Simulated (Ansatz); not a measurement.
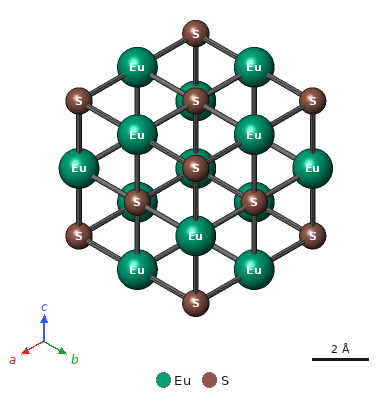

Drawn in the ball-and-stick manner and seen along [111]. The conventional unit cell is drawn as a box.

Cell parameters: a = 5.96 Å, b = 5.96 Å, c = 5.96 Å, α = 90.00°, β = 90.00°, γ = 90.00°.

The composition is EuS.

> What kind of lattice is this?

Face-centred cubic.

> What are the neighbours of Eu?

Each Eu has six S in an octahedral arrangement at about 3.0 Å.

> How do the bonded atoms link up through the crystal?

The bonds build a three-dimensional framework.

Starting structure: a structure type known for this compound. Earlier steps of the study may have refined or changed the cell and positions. It went into a calculation with Ansatz.
